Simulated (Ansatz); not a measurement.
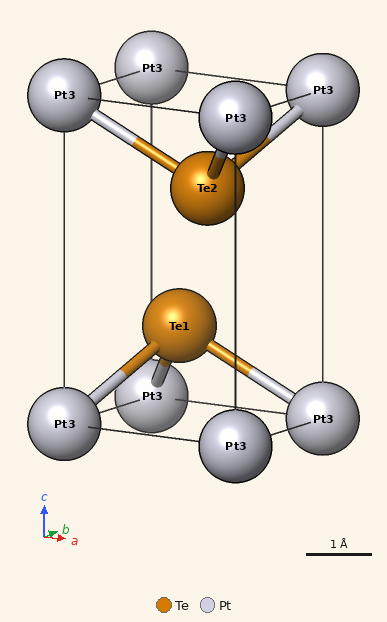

**Figure 1.** The structure of the first run (ball-and-stick view of the cell of the calculation, seen slightly off an axis; atoms are numbered from 1 in the order of the input). An atom can appear more than once, as a periodic image. Near neighbours in the periodic cell (some may lie outside the picture): Te has 3 Pt at 2.71 Å; Pt has 6 Te at 2.71 Å.

# What a change does: geometry relaxation on PtTe2

System: PtTe2 (3 atoms in the cell).
Method of the first run: DFT revPBE + D3(BJ), scalar-relativistic, plane waves, PAW, no spin polarisation (Ansatz 0.2.0).

The structure derives from an entry of the Crystallography Open Database. Text and figures count atoms from 1; the logs count them from 0 in places.

## Input, the first run
```yaml
crystal:
  lattice:
    - [4.0597560715, 0.0, 0.0]
    - [-2.0298780357, 3.5158518911, 0.0]
    - [0.0, 0.0, 5.1053346818]
  atoms:
    - { symbol: Te, position: [0.3333333333, 0.6666666667, 0.2657259878] }
    - { symbol: Te, position: [0.6666666667, 0.3333333333, 0.7342740122] }
    - { symbol: Pt, position: [0.0, 0.0, 0.0] }
basis:
  ecutwfc: 420
  ecutrho_ratio: 4
kpoints:
  mp_grid: { grid: [8, 8, 6] }
hamiltonian:
  xc: revpbe
  dispersion: d3bj
scf:
  occupations: { method: gaussian, width: 0.05 }
output:
  forces: true
  stress: true
  eigenvalues: true
relax:
  f_tol: 0.02
  max_steps: 40
  cell: { stress_tol: 0.2, fix: [volume] }
```

Launched with:
```bash
ansatz run input.yaml --threads 4 --pin off --max-ram 8192MiB --backend cpu --events-out ev --progress --plain --runs-dir out
```

Hardware: 4 threads of Arm Neoverse V2, 24 GiB of memory available, shared host.

## Output, shortened to warnings, some set-up lines, iterations and results (the first run)
```
Basis set: ecut = 420 eV, 1409 PW (Γ), exchange–correlation on 60×60×72 points (8 copies of the dense FFT grid, shifted against one another)
Symmetry: 12 space group operations
k-points: 50 of 384
Initial density: superposition of atomic densities (neutral atoms: chi_scale 0, normalization atom), corrected by the library's trained network
[...]
SCF iter   1: F=—  HF=-26509.599938 eV  |F-HF|=—  |Δ(HF+E_count)|=         —  Δρ=2.72e-3  dr2=3.96e-3  ethr=1.77e-3  ⟨swp⟩=6.5  Hψ=6534  notcnv=0
SCF iter   2: F=—  HF=-26509.601328 eV  |F-HF|=—  |Δ(HF+E_count)|=   1.39e-3  Δρ=1.57e-3  dr2=3.42e-3  ethr=7.93e-6  ⟨swp⟩=2.0  Hψ=3310  notcnv=0  defer=40
SCF iter   3: F=—  HF=-26509.600136 eV  |F-HF|=—  |Δ(HF+E_count)|=   1.19e-3  Δρ=5.28e-4  dr2=8.20e-5  ethr=6.84e-6  ⟨swp⟩=2.0  Hψ=2517  notcnv=0  defer=40
SCF iter   4: F=—  HF=-26509.600260 eV  |F-HF|=—  |Δ(HF+E_count)|=   1.23e-4  Δρ=1.69e-4  dr2=1.36e-5  ethr=1.64e-7  ⟨swp⟩=2.0  Hψ=2007  notcnv=0  defer=40
SCF iter   5: F=—  HF=-26509.600280 eV  |F-HF|=—  |Δ(HF+E_count)|=   1.98e-5  Δρ=2.86e-5  dr2=7.93e-7  ethr=2.71e-8  ⟨swp⟩=2.0  Hψ=2009  notcnv=0  defer=40
[... 25 lines ...]
SCF iter   5: F=-26509.601138 eV  HF=-26509.601138 eV  |F-HF|=1.09e-11  |Δ(HF+E_count)|=  2.91e-11  Δρ=2.29e-8  dr2=4.55e-13  ethr=1.00e-12  ⟨swp⟩=1.0  Hψ=1500  notcnv=0
SCF iter   6: F=-26509.601138 eV  HF=-26509.601138 eV  |F-HF|=0.00e0  |Δ(HF+E_count)|=  1.46e-11  Δρ=7.57e-9  dr2=7.03e-14  ethr=1.00e-12  ⟨swp⟩=1.0  Hψ=1500  notcnv=0
SCF iter   7: F=-26509.601138 eV  HF=-26509.601138 eV  |F-HF|=7.28e-12  |Δ(HF+E_count)|=  7.28e-12  Δρ=2.17e-9  dr2=4.51e-15  ethr=1.00e-12  ⟨swp⟩=1.5  Hψ=3381  notcnv=0
SCF 4 converged in 7 iterations: F = -26509.601138 eV  dr2 = 4.51e-15
relax step   4: F+E_penalty+E_count = -26509.60113847 eV  Δ(F+E_penalty+E_count) = -9.843e-6 eV  max|allowed force component| = 4.809e-3 eV/Å  Δτ_max = 0.0000 Å  P = -2.651 …
basis re-selected at this cell: Δ(F+E_penalty+E_count) = -9.843e-6 eV, ΔP = -0.000 GPa vs the last step (what re-selecting the basis moved, of the pressure what is left beyond the Pulay correction that the steps carried, after the strain that the cell walked since its last selection, with what the …
SCF converged after 7 iterations
Free energy (F): -26509.601138 eV
Harris-Foulkes:  -26509.601138 eV  (|F-HF|=7.28e-12)
Internal energy: -26509.599443 eV  (E = F + TS)
E sigma→0 (E₀):  -26509.600291 eV
Entropy (-TS):   -0.001695 eV (-0.565 meV/atom)
Fermi energy:    13.947409 eV
--- Per-component energies (eV) ---
  E_band       = -688.124225
  E_kinetic    = 1000.698940
  E_local      = -4354.235407  (includes V_loc(G=0)·N_el)
  E_nonlocal   = -423.317859
  E_hartree    = 2324.616567
  E_xc         = -512.030189
  E_vxc        = -512.708415  (∫ρ·V_xc dr)
  E_paw        = -18801.445889  (= ΣΔE_a)
  E_vpaw       = -1047.794473  (= ΣTr[D̂ρ^β])
  E_aug_tail   = -0.000146  (compensation charges beyond the density's cutoff)
  E_ewald      = -5740.605446
  E_disp       = -3.197360  (pairwise vdW)
  E_core_change = -0.082655  (= ΣΔE_core)
  E_smearing   = -0.001695  (= −TS)
  E_closure    = 0.000000  (closes the sum)
  Σ components = -26509.601138   (vs F -26509.601138, Δ=0.00e0)
--- Forces (eV/Å), atoms counted from 1 ---
  atom   1  Te     0.00000000     0.00000000    -0.00480920
  atom   2  Te    -0.00000000    -0.00000000     0.00480920
  atom   3  Pt     0.00000000     0.00000000     0.00000000
  max |Σ_I F_I| component: 1.45e-19 eV/Å
--- Stress (GPa, compression-positive) ---
       -2.640823       0.000000      -0.000000
        0.000000      -2.640823      -0.000000
       -0.000000      -0.000000      -2.670319
  P = ⅓ Tr σ = -2.6507 GPa (-26.507 kbar)
--- Relaxed structure (3 steps of the walk, 2 accepted, 1 SCFs on fresh bases) ---
  F+E_penalty+E_count = -26509.60113847 eV   max|allowed force component| = 4.809e-3 eV/Å   (the final SCF, on the basis selected at the relaxed cell)
  cell:  # Å, volume = 72.8710 Å³
    - [4.064519604939084, -2.8901391651014122e-11, -3.521592535609745e-19]
    - [-2.0322598024445124, 3.5199772320715876, 1.7607962678048278e-19]
    - [-4.428568660417233e-19, 3.1424813173329677e-30, 5.093374999544078]
  atoms:
[...]
```

The input of the second run differs as follows (lines with − go, lines with + come):
```diff
-  xc: revpbe
-  dispersion: d3bj
+  xc: pbesol
```

How does the second run compare with the first run?

The total energies belong to different models, so their difference says nothing on which is more stable or more accurate. The pressure goes from −2.65 to −0.31 GPa. The functional changes from revPBE to PBEsol. The SCF takes 28 iterations over all geometry steps against 27.

## Output, shortened to warnings, some set-up lines, iterations and results (the second run)
```
Basis set: ecut = 420 eV, 1409 PW (Γ), exchange–correlation on 60×60×72 points (8 copies of the dense FFT grid, shifted against one another)
Symmetry: 12 space group operations
k-points: 50 of 384
Initial density: superposition of atomic densities (neutral atoms: chi_scale 0, normalization atom), corrected by the library's trained network
[...]
SCF iter   1: F=—  HF=-26188.082371 eV  |F-HF|=—  |Δ(HF+E_count)|=         —  Δρ=4.96e-3  dr2=1.95e-2  ethr=1.77e-3  ⟨swp⟩=6.3  Hψ=6500  notcnv=0
SCF iter   2: F=—  HF=-26188.081209 eV  |F-HF|=—  |Δ(HF+E_count)|=   1.16e-3  Δρ=3.17e-3  dr2=1.02e-2  ethr=3.89e-5  ⟨swp⟩=2.0  Hψ=3311  notcnv=0  defer=41
SCF iter   3: F=—  HF=-26188.077397 eV  |F-HF|=—  |Δ(HF+E_count)|=   3.81e-3  Δρ=6.77e-4  dr2=3.20e-4  ethr=2.04e-5  ⟨swp⟩=2.0  Hψ=2681  notcnv=0  defer=41
SCF iter   4: F=—  HF=-26188.077386 eV  |F-HF|=—  |Δ(HF+E_count)|=   1.06e-5  Δρ=2.05e-4  dr2=5.06e-5  ethr=6.40e-7  ⟨swp⟩=2.3  Hψ=2106  notcnv=0  defer=41
SCF iter   5: F=—  HF=-26188.077410 eV  |F-HF|=—  |Δ(HF+E_count)|=   2.34e-5  Δρ=7.32e-5  dr2=8.33e-6  ethr=1.01e-7  ⟨swp⟩=2.0  Hψ=1796  notcnv=0  defer=41
[... 26 lines ...]
SCF iter   5: F=-26188.081748 eV  HF=-26188.081748 eV  |F-HF|=0.00e0  |Δ(HF+E_count)|=  7.28e-12  Δρ=1.72e-8  dr2=3.10e-13  ethr=1.00e-12  ⟨swp⟩=1.0  Hψ=1500  notcnv=0
SCF iter   6: F=-26188.081748 eV  HF=-26188.081748 eV  |F-HF|=7.28e-12  |Δ(HF+E_count)|=  7.28e-12  Δρ=5.75e-9  dr2=3.64e-14  ethr=1.00e-12  ⟨swp⟩=1.0  Hψ=1500  notcnv=0
SCF iter   7: F=-26188.081748 eV  HF=-26188.081748 eV  |F-HF|=3.64e-12  |Δ(HF+E_count)|=  7.28e-12  Δρ=2.12e-9  dr2=5.13e-15  ethr=1.00e-12  ⟨swp⟩=1.8  Hψ=3496  notcnv=0
SCF 4 converged in 7 iterations: F = -26188.081748 eV  dr2 = 5.13e-15
relax step   4: F+E_penalty+E_count = -26188.08174839 eV  Δ(F+E_penalty+E_count) = -9.401e-6 eV  max|allowed force component| = 3.990e-4 eV/Å  Δτ_max = 0.0000 Å  P = -0.309 …
basis re-selected at this cell: Δ(F+E_penalty+E_count) = -9.401e-6 eV, ΔP = -0.000 GPa vs the last step (what re-selecting the basis moved, of the pressure what is left beyond the Pulay correction that the steps carried, after the strain that the cell walked since its last selection, with what the …
SCF converged after 7 iterations
Free energy (F): -26188.081748 eV
Harris-Foulkes:  -26188.081748 eV  (|F-HF|=3.64e-12)
Internal energy: -26188.080441 eV  (E = F + TS)
E sigma→0 (E₀):  -26188.081095 eV
Entropy (-TS):   -0.001307 eV (-0.436 meV/atom)
Fermi energy:    13.771561 eV
--- Per-component energies (eV) ---
  E_band       = -698.363308
  E_kinetic    = 1002.180229
  E_local      = -4416.420032  (includes V_loc(G=0)·N_el)
  E_nonlocal   = -413.289818
  E_hartree    = 2347.429335
  E_xc         = -508.664203
  E_vxc        = -512.888232  (∫ρ·V_xc dr)
  E_paw        = -18486.482686  (= ΣΔE_a)
  E_vpaw       = -1052.803981  (= ΣTr[D̂ρ^β])
  E_aug_tail   = -0.000141  (compensation charges beyond the density's cutoff)
  E_ewald      = -5713.869738
  E_core_change = 1.036612  (= ΣΔE_core)
  E_smearing   = -0.001307  (= −TS)
  E_closure    = 0.000000  (closes the sum)
  Σ components = -26188.081748   (vs F -26188.081748, Δ=0.00e0)
--- Forces (eV/Å), atoms counted from 1 ---
  atom   1  Te     0.00000000     0.00000000     0.00039902
  atom   2  Te    -0.00000000    -0.00000000    -0.00039902
  atom   3  Pt     0.00000000    -0.00000000     0.00000000
  max |Σ_I F_I| component: 5.78e-19 eV/Å
--- Stress (GPa, compression-positive) ---
       -0.338610       0.000000       0.000000
        0.000000      -0.338610       0.000000
        0.000000       0.000000      -0.250275
  P = ⅓ Tr σ = -0.3092 GPa (-3.092 kbar)
--- Relaxed structure (3 steps of the walk, 2 accepted, 1 SCFs on fresh bases) ---
  F+E_penalty+E_count = -26188.08174839 eV   max|allowed force component| = 3.990e-4 eV/Å   (the final SCF, on the basis selected at the relaxed cell)
  cell:  # Å, volume = 72.8710 Å³
    - [4.051317466097766, -2.8807515952972184e-11, 6.258841317019832e-19]
    - [-2.025658733023935, 3.50854384445067, -3.1294206585099413e-19]
    - [7.87078806727405e-19, -5.600408923808644e-30, 5.126624927994182]
  atoms:
    - { symbol: Te, position: [0.3333333333333333, 0.6666666666666666, 0.26210075373067354] }
[...]
```

## The two runs side by side

```tsv
quantity	the first run	the second run
outcome	converged	converged
free energy per atom (eV)	−8836.5337	−8729.3606
energy per atom, smearing taken to zero (eV)	−8836.5334	−8729.3604
gap on the mesh (eV)	0.00	0.00
pressure (GPa)	−2.65	−0.31
largest force (eV/Å)	0.005	0.000
SCF iterations	27	28
irreducible k-points	50	50
wall time (shared host)	5.7 s	5.7 s
```

For both runs: Spin–orbit coupling is left out, which matters for Pt.
